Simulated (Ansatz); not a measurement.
```
Ni
1.0
     2.75508    0.00000    0.00000
     0.00000    2.75508    0.00000
     0.00000    0.00000    2.75508
Ni
2
Direct
  0.00000 0.00000 0.00000
  0.50000 0.50000 0.50000
```

Space group Im-3m; a structure from a database of computed crystals, not necessarily the ambient phase; spin-polarised.

Theory: DFT PBEsol, scalar-relativistic, plane waves, PAW (Ansatz 0.2.0).

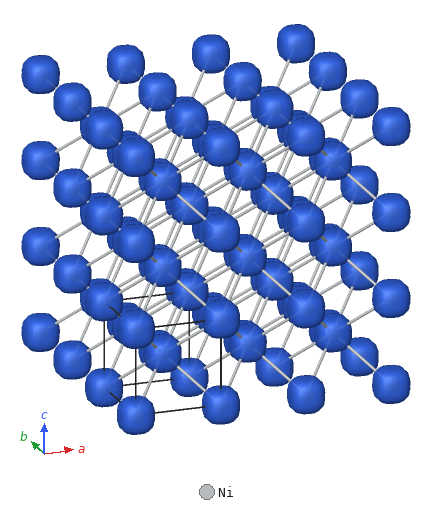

Ni. Isosurface of the spin density (up minus down) at +0.15 e/Å³ (blue), seen at an oblique angle. Sticks mark near contacts.

### Which atoms carry the moments, and with what signs?

The spin density sits on Ni: +0.5 μB (×2) in one cell of 2 atoms: parallel main moments, as they must be, since the calculation's own cell holds one magnetic site. The cell of the calculation (1 atoms) carries 0.5 μB of net spin moment.
